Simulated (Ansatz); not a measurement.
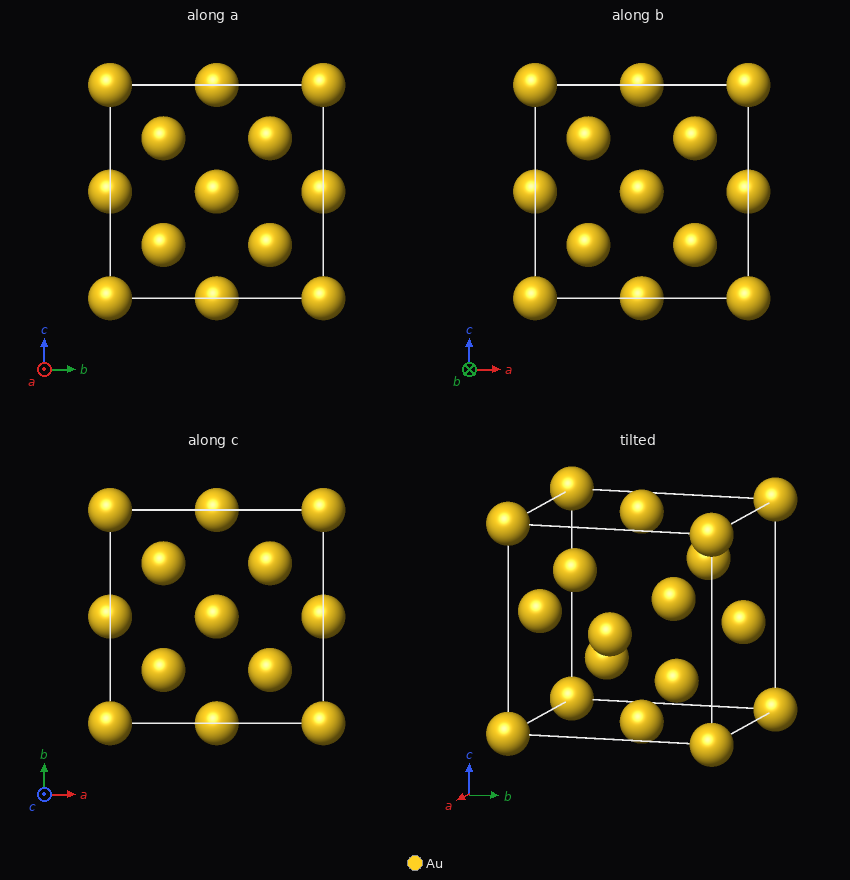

Spheres-only representation of a periodic structure, projected along the a axis, along the b axis, along the c axis and slightly off an axis. Atoms at the boundary of the conventional unit cell (the box) are drawn once for each face, edge or corner they touch.

Lattice parameters: a = 6.2322 Å, b = 6.2322 Å, c = 6.2322 Å, α = 90.000°, β = 90.000°, γ = 90.000°.

From the views, write a CIF with its space group and independent sites.

Answer.
```cif
data_structure
_symmetry_space_group_name_H-M 'F d -3 m :1'
_symmetry_Int_Tables_number 227
_cell_length_a 6.2322
_cell_length_b 6.2322
_cell_length_c 6.2322
_cell_angle_alpha 90.000
_cell_angle_beta 90.000
_cell_angle_gamma 90.000
_cell_volume 242.07
loop_
_atom_site_label
_atom_site_type_symbol
_atom_site_symmetry_multiplicity
_atom_site_Wyckoff_symbol
_atom_site_fract_x
_atom_site_fract_y
_atom_site_fract_z
_atom_site_occupancy
Au1 Au 8 a 0.2500 0.7500 0.7500 1
```

The model was built from a structure type filled with this element by a generator (whether the element takes this form wasn't checked). Earlier steps of the study may have refined or changed the cell and positions. Ansatz was used for an electronic-structure calculation on it.
